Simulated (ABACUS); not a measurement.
## Single-point calculation at one volume of an equation of state, with input and output: Ta (part 2 of 2)

Continued. System: Ta (Fm-3m, 1 atom in the cell). Method: Kohn-Sham DFT of a periodic cell, PBE, PseudoDojo NC SR 0.4.1 PBE standard, no spin polarisation (ABACUS 3.10.1); cutoff 1360.57 eV, 11×11×11 k-mesh, fermi-dirac of 0.05 eV. The structure derives from an entry of the Crystallography Open Database. It belongs to a series of runs on one base structure; here: volume scaled by 1.0.

Geometry of the input (Å; fractional positions):
```
0.0000  2.1100  2.1100
2.1100  0.0000  2.1100
2.1100  2.1100  0.0000
Ta 0.0000  0.0000  0.0000
```

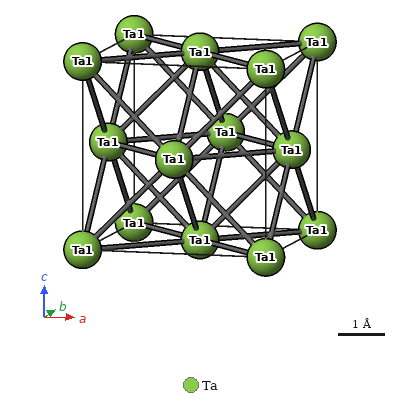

The input geometry (ball-and-stick view of the cell 4 times as large as that of the calculation, set on its symmetry axes, seen slightly off an axis; atoms are numbered from 1 in the order of the input).

Log, continued:
```
----------------------------------------------------------
     Energy           Rydberg                 eV
----------------------------------------------------------
 E_KohnSham     -130.1862113265      -1771.2742750726
 E_Harris       -130.2561072363      -1772.2252577128
 E_Fermi        1.3240912978         18.0151863223
----------------------------------------------------------

 LCAO ALGORITHM --------------- ION=   1  ELEC=   3--------------------------------

 Density error is 0.00220748988773
----------------------------------------------------------
     Energy           Rydberg                 eV
----------------------------------------------------------
 E_KohnSham     -130.1862291519      -1771.2745175995
 E_Harris       -130.1869921304      -1771.2848984547
 E_Fermi        1.3225968358         17.9948531240
----------------------------------------------------------

 LCAO ALGORITHM --------------- ION=   1  ELEC=   4--------------------------------

 Density error is 5.12809315104e-05
----------------------------------------------------------
     Energy           Rydberg                 eV
----------------------------------------------------------
 E_KohnSham     -130.1862293578      -1771.2745204006
 E_Harris       -130.1864646982      -1771.2777223718
 E_Fermi        1.3226369830         17.9953993548
----------------------------------------------------------

 LCAO ALGORITHM --------------- ION=   1  ELEC=   5--------------------------------

 Density error is 6.31986006011e-06
----------------------------------------------------------
     Energy           Rydberg                 eV
----------------------------------------------------------
 E_KohnSham     -130.1862293582      -1771.2745204058
 E_Harris       -130.1861277612      -1771.2731381079
 E_Fermi        1.3226324045         17.9953370612
----------------------------------------------------------

 LCAO ALGORITHM --------------- ION=   1  ELEC=   6--------------------------------

 Density error is 6.49811556281e-07
----------------------------------------------------------
     Energy           Rydberg                 eV
----------------------------------------------------------
 E_KohnSham     -130.1862293581      -1771.2745204053
 E_Harris       -130.1862411023      -1771.2746801928
 E_Fermi        1.3226350371         17.9953728789
----------------------------------------------------------

 LCAO ALGORITHM --------------- ION=   1  ELEC=   7--------------------------------

 Density error is 2.58528665206e-08
----------------------------------------------------------
     Energy           Rydberg                 eV
----------------------------------------------------------
 E_KohnSham     -130.1862293582      -1771.2745204058
 E_KS(sigma->0) -130.1858071812      -1771.2687763939
 E_Harris       -130.1862288916      -1771.2745140580
 E_band         -8.6635812040        -117.8740694600
 E_one_elec     -18.5896710930       -252.9254508106
 E_Hartree      15.1267687002        205.8102466501
 E_xc           -29.5593156235       -402.1751214601
 E_Ewald        -97.1631669879       -1321.9727067615
 E_entropy(-TS) -0.0008443539        -0.0114880238
 E_descf        0.0000000000         0.0000000000
 E_exx          0.0000000000         0.0000000000
 E_Fermi        1.3226347386         17.9953688177
----------------------------------------------------------

 charge density convergence is achieved
 final etot is -1771.2745204 eV
 EFERMI = 17.995368818 eV

 STATE ENERGY(eV) AND OCCUPATIONS    NSPIN == 1
 1/56 kpoint (Cartesian) = 0.0000 0.0000 0.0000 (537 pws)
       1       -49.7165     0.00150263
       2       -15.6790     0.00150263
       3       -15.6790     0.00150263
       4       -15.6790     0.00150263
       5        9.84246     0.00150263
       6        18.4181    3.20128e-07
       7        18.4181    3.20128e-07
       8        18.4181    3.20128e-07
       9        21.4231    2.53544e-33
      10        21.4231    2.53544e-33
      11        30.0881        0.00000

 2/56 kpoint (Cartesian) = 0.021542 0.021542 0.021542 (540 pws)
       1       -49.7096      0.0120210
       2       -15.7647      0.0120210
       3       -15.6899      0.0120210
       4       -15.6899      0.0120210
       5        10.1691      0.0120210
       6        18.1405    0.000625125
       7        18.5673    1.29480e-07
       8        18.5673    1.29480e-07
       9        21.2749    3.92557e-31
      10        21.2749    3.92557e-31
      11        30.7790        0.00000

 3/56 kpoint (Cartesian) = 0.043085 0.043085 0.043085 (542 pws)
       1       -49.6911      0.0120210
       2       -15.9895      0.0120210
       3       -15.7190      0.0120210
       4       -15.7190      0.0120210
       5        11.0592      0.0120210
       6        17.5690      0.0120187
       7        18.8345    6.18577e-10
       8        18.8345    6.18577e-10
       9        21.1375    6.12803e-30
      10        21.1375    6.12803e-30
      11        31.5004        0.00000

 4/56 kpoint (Cartesian) = 0.064627 0.064627 0.064627 (547 pws)
       1       -49.6667      0.0120210
       2       -16.2738      0.0120210
       3       -15.7567      0.0120210
       4       -15.7567      0.0120210
       5        12.1999      0.0120210
       6        17.2382      0.0120210
       7        18.7685    2.31589e-09
       8        18.7685    2.31589e-09
       9        21.6472    2.29239e-34
      10        21.6472    2.29239e-34
      11        30.1313        0.00000

 5/56 kpoint (Cartesian) = 0.086170 0.086170 0.086170 (546 pws)
       1       -49.6442      0.0120210
       2       -16.5260      0.0120210
       3       -15.7911      0.0120210
       4       -15.7911      0.0120210
       5        13.0347      0.0120210
       6        17.6491      0.0120092
       7        18.4483    1.39961e-06
       8        18.4483    1.39961e-06
       9        22.7056    1.46967e-43
      10        22.7056    1.46967e-43
      11        28.9460        0.00000

 6/56 kpoint (Cartesian) = 0.10771 0.10771 0.10771 (545 pws)
       1       -49.6307      0.0120210
       2       -16.6720      0.0120210
       3       -15.8114      0.0120210
       4       -15.8114      0.0120210
       5        13.3171      0.0120210
       6        18.2233    0.000124523
       7        18.2233    0.000124523
       8        18.4970    5.27983e-07
       9        23.6000    2.50628e-51
      10        23.6000    2.50628e-51
      11        28.1611        0.00000

[... levels at 50 further k points ...]

 correction force for each atom along direction 1 is 2.34065e-14
 correction force for each atom along direction 2 is -4.95079e-14
 correction force for each atom along direction 3 is -2.07297e-14
------------------------------------------------------------------------------------------
 TOTAL-FORCE (eV/Angstrom)
------------------------------------------------------------------------------------------
                       Ta1         0.0000000000         0.0000000000         0.0000000000
------------------------------------------------------------------------------------------

----------------------------------------------------------------
 TOTAL-STRESS (KBAR)
----------------------------------------------------------------
        10.2915964984        -0.0000000000        -0.0000000000
        -0.0000000000        10.2915964984        -0.0000000000
         0.0000000000         0.0000000000        10.2915964984
----------------------------------------------------------------
 TOTAL-PRESSURE: 10.291596 KBAR

 --------------------------------------------
 !FINAL_ETOT_IS -1771.2745204057800947 eV
 --------------------------------------------
```

Standard output:
```
ABACUS v3.10.1

               Atomic-orbital Based Ab-initio Computation at UStc

%%%%%%%%%%%%%%%%%%%%%%%%%%%%%%%%%%%%%%%%%%%%%%%%%%%%%%%%%%%%%%%%%%%%%%%%%%%%%%%%%%%%%%%%%%%%%%%%%%%%%%%%%
 Warning: the number of valence electrons in pseudopotential > 5 for Ta: [Xe] 4f14 5d3 6s2
 Pseudopotentials with additional electrons can yield (more) accurate outcomes, but may be less efficient.
 If you're confident that your chosen pseudopotential is appropriate, you can safely ignore this warning.
%%%%%%%%%%%%%%%%%%%%%%%%%%%%%%%%%%%%%%%%%%%%%%%%%%%%%%%%%%%%%%%%%%%%%%%%%%%%%%%%%%%%%%%%%%%%%%%%%%%%%%%%%

 UNIFORM GRID DIM        : 36 * 36 * 36
 UNIFORM GRID DIM(BIG)   : 12 * 12 * 12
 ---------------------------------------------------------
 Self-consistent calculations for electrons
 ---------------------------------------------------------
 SPIN    KPOINTS         PROCESSORS  THREADS     NBASE
 1       56              4           4           26
 ---------------------------------------------------------
 Use Systematically Improvable Atomic bases
 ---------------------------------------------------------
 ELEMENT ORBITALS        NBASE       NATOM       XC
 Ta      3s2p2d1f-7au    26          1
 ---------------------------------------------------------
 Initial plane wave basis and FFT box
 ---------------------------------------------------------
 -------------------------------------------
 SELF-CONSISTENT :
 -------------------------------------------
 START CHARGE      : atomic
 ITER       ETOT/eV          EDIFF/eV         DRHO     TIME/s
 GE1     -1.77123135e+03   0.00000000e+00   5.3239e-02   0.31
 GE2     -1.77127428e+03  -4.29218658e-02   1.1401e-02   0.28
 GE3     -1.77127452e+03  -2.42526819e-04   2.2075e-03   0.28
 GE4     -1.77127452e+03  -2.80113935e-06   5.1281e-05   0.28
 GE5     -1.77127452e+03  -5.16086077e-09   6.3199e-06   0.29
 GE6     -1.77127452e+03   4.39288014e-10   6.4981e-07   0.28
 GE7     -1.77127452e+03  -4.56689387e-10   2.5853e-08   0.27
----------------------------------------------------------------
 TOTAL-STRESS (KBAR)
----------------------------------------------------------------
        10.2915964984        -0.0000000000        -0.0000000000
        -0.0000000000        10.2915964984        -0.0000000000
         0.0000000000         0.0000000000        10.2915964984
----------------------------------------------------------------
 TOTAL-PRESSURE: 10.291596 KBAR
```

File mulliken.txt:
```
 0
CALCULATE THE MULLIkEN ANALYSIS FOR EACH ATOM
 Total charge:	13
Decomposed Mulliken populations
0                             Zeta of Ta              Spin 1
s                                      0              1.9953
s                                      1              1.0079
s                                      2             -0.0188
SUM OVER M+Zeta                                       2.9844

pz                                     0              2.0009
px                                     0              2.0010
py                                     0              2.0009
SUM OVER M                                            6.0028
pz                                     1              0.2234
px                                     1              0.1414
py                                     1              0.1292
SUM OVER M                                            0.4940
SUM OVER M+Zeta                                       6.4967

dz^2                                   0              0.7896
dxz                                    0              0.3236
dyz                                    0              0.7324
dx^2-y^2                               0              0.3765
dxy                                    0              1.2411
SUM OVER M                                            3.4632
dz^2                                   1              0.0000
dxz                                    1             -0.0102
dyz                                    1             -0.0375
dx^2-y^2                               1              0.0003
dxy                                    1             -0.0032
SUM OVER M                                           -0.0504
SUM OVER M+Zeta                                       3.4128

fz^3                                   0              0.0298
fxz^2                                  0              0.0051
fyz^2                                  0              0.0117
fzx^2-zy^2                             0              0.0027
fxyz                                   0              0.0307
fx^3-3*xy^2                            0              0.0092
f3yx^2-y^3                             0              0.0169
SUM OVER M                                            0.1061
SUM OVER M+Zeta                                       0.1061

SUM OVER M+Zeta+L                                    13.0000

Total Charge on atom:                 Ta             13.0000
```

Summary:

| quantity | value |
| --- | --- |
| outcome | converged |
| space group (tolerance 0.01 Å) | Fm-3m (225) |
| electrons treated | 13 |
| free energy | −1771.2745 eV |
| Fermi energy | 17.995 eV |
| gap on the k-point mesh | none (metallic) |
| pressure | 1.03 GPa |
| largest force (length of the vector) | under 0.001 eV/Å |
| wall time | 2.9 s (CPU time 11 s) |
| peak memory | 0.36 GiB |

Remarks:

Points of doubt noted for this run: home made orbitals. Spin–orbit coupling is left out, which matters for Ta.
